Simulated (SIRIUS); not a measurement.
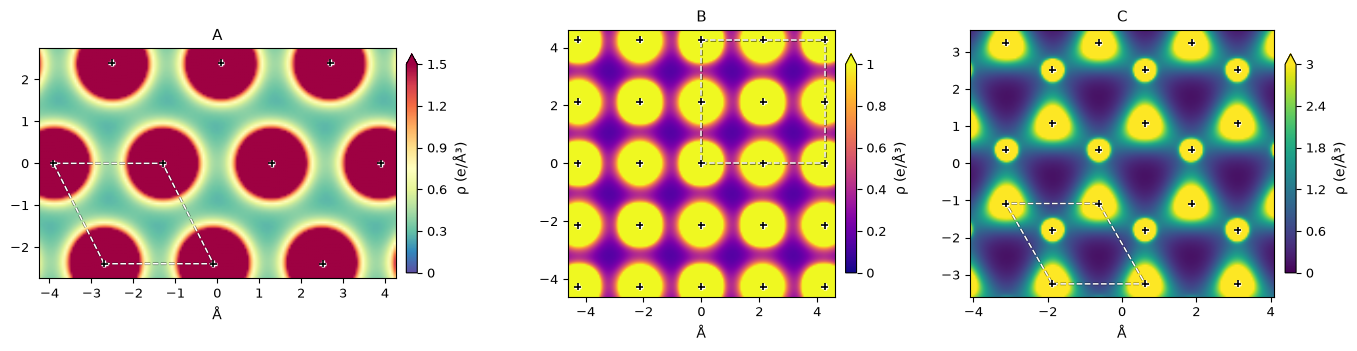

The total electron density of 3 systems, each on a plane through atoms (crosses mark nuclei in the plane).

Computed with SIRIUS 7.12.0, Kohn-Sham DFT of a periodic cell, PBEsol, all-electron FP-LAPW.

System 1: Rh, the (010) plane of the conventional cell. Space group P-1.

System 2: CoO, the (100) plane of the conventional cell. Space group Fm-3m; spin-polarised.

```
Co O
1.0
     4.26300    0.00000    0.00000
     0.00000    4.26300    0.00000
     0.00000    0.00000    4.26300
Co O
4 4
Cartesian
  0.0000 0.0000 0.0000
  2.1315 2.1315 0.0000
  2.1315 0.0000 2.1315
  0.0000 2.1315 2.1315
  2.1315 0.0000 0.0000
  0.0000 2.1315 0.0000
  0.0000 0.0000 2.1315
  2.1315 2.1315 2.1315
```

System 3: BN, the (001) plane of the conventional cell. Space group P6₃/mmc.

### Match each panel to its system.

Panel A is system 1, Rh: the plane holds Rh. Rh–Rh (2.60 Å): ρ is about 0.43 e/Å³ halfway. Panel B is system 2, CoO: the plane holds Co and O. Co–O (2.13 Å): ρ at the midpoint is about 0.41 e/Å³. Panel C is system 3, BN: the plane holds N and B. B–N (1.44 Å): ρ at the midpoint is about 1.8 e/Å³.
